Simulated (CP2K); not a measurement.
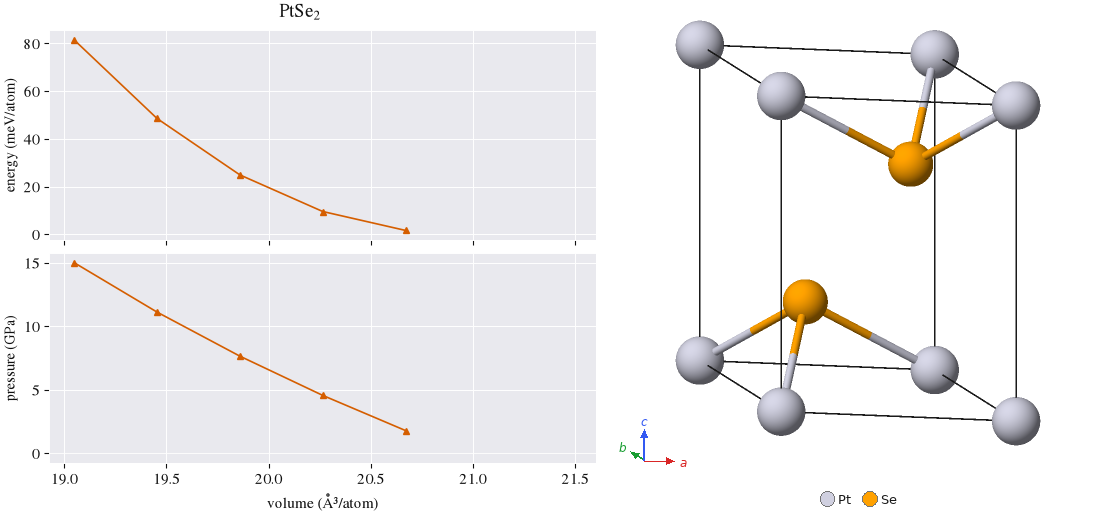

The plot gives the computed energy and pressure against volume for PtSe₂, space group P-3m1 (No. 164). The conventional cell is drawn beside the plot.

Cell as given: a = 3.724 Å, b = 3.724 Å, c = 5.062 Å, α = 90.00°, β = 90.00°, γ = 120.00°; 3 atoms.

How it was computed, with CP2K 2026.2: DFT in Gaussian orbitals with a plane-wave density, no spin polarisation; energies at scaled volumes of the given cell, shape and fractions fixed, counted from the fit's minimum, third-order Birch-Murnaghan fit. Level: PBEsol.

- k mesh: 8×8×5
- occupations: Fermi–Dirac
- smearing width: 0.05 eV
- potentials: GTH PBE with UZH TZVP basis
- density cutoff: 6123 eV
- program settings: ngrids 5, basis sets Pt TZVP-MOLOPT-PBE-GTH-q18, basis sets Se TZVP-MOLOPT-PBE-GTH-q6, cutoff ry 450 Ry, rel cutoff ry 60 Ry

The points at volume 21.08 Å³/atom and 21.48 Å³/atom are left out of the plot. What values does the calculation give there?

```tsv
volume (Å³/atom)	energy (meV/atom)	pressure (GPa)
21.08	0.26	-0.69
21.48	4.83	-2.89
```

Caveats: spin-orbit coupling left out, heavy elements; shape and atomic fractions are frozen while scaling, which makes layered, chain and framework solids too stiff.
